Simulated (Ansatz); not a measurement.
System: Ce₂O, space group Fm-3m (No. 225) (one of a set of cubic test structures, which need not be the stable phase).

Computed with Ansatz 0.2.0 development build: equation of state of a cubic crystal from periodic Kohn-Sham density functional theory without spin, third-order Birch-Murnaghan fit to the free energies; pressure corrected for the finite basis. Level: PBE.

```
                setting                   value
         structure type            antifluorite
          atoms in cell                       3
     space group number                     225
       lattice centring  face-centred primitive
                 k mesh                16×16×16
      occupation method             Fermi–Dirac
       occupation width              0.06123 eV
            wave cutoff                  700 eV
               datasets                hard PAW
      density tolerance                1e-09 eV
                  bands                      44
   density cutoff ratio                       4
search for lower states                 default
```

Predict the energy above the lowest point against volume. The volume takes the values 17.58, 17.95, 18.33, 18.70, 19.07, 19.45, 19.82 Å³/atom.

A third-order Birch–Murnaghan fit gives V0 = 18.69 Å³/atom, B0 = 92.9 GPa and B′ = 4.8. The energy above the lowest point is 21.8 meV/atom at volume 17.58 Å³/atom and 17.6 meV/atom at 19.82 Å³/atom; the lowest computed point is at volume 18.70 Å³/atom (0.0 meV/atom).

```
volume (Å³/atom)  energy above the lowest point (meV/atom)
           17.58                                      21.8
           17.95                                       9.3
           18.33                                       2.2
           18.70                                       0.0
           19.07                                       2.1
           19.45                                       8.1
           19.82                                      17.6
```

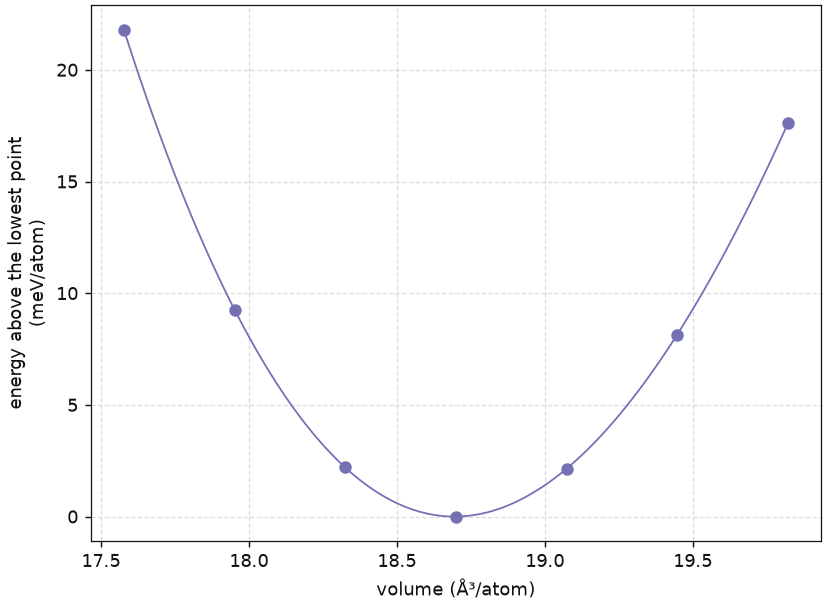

Caveats: cubic model structure, not the ambient form; open f shell treated without spin.
